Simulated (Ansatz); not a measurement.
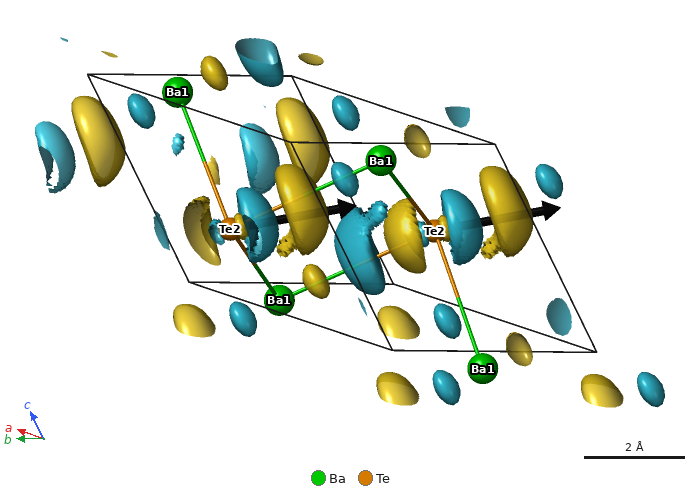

BaTe. Te2 was moved by 0.05 Å roughly along [−1 −2 1] in the axes of the cell drawn (arrow, not to scale). Change of the density less the rigid motion of the neutral atom's own density: yellow surfaces at +0.002 and cyan ones at −0.002 e/Å³, in the cell of the calculation (origin moved) seen at an oblique angle.

Space group Fm-3m.

All numbers below come from DFT PBEsol, scalar-relativistic, plane waves, PAW in Ansatz 0.2.0.

Core electrons are frozen (PAW), so the fields are smoothed inside the atomic spheres.

> Describe the electronic response.

About 0.03 e is rearranged in the cell. Outside the cores the largest gain lies at the edge of the masked core of Te, and the largest loss lies there too, on other sides.

> What restoring force does the calculation give for this move?

The force on it changes by 0.14 eV/Å along the move, against it: a stiffness of about 2.8 eV/Å² for this sublattice shift.

Run times: 80 s (moved atom) and 17 s (base cell), on 1 thread of Arm Neoverse N1 (shared host).
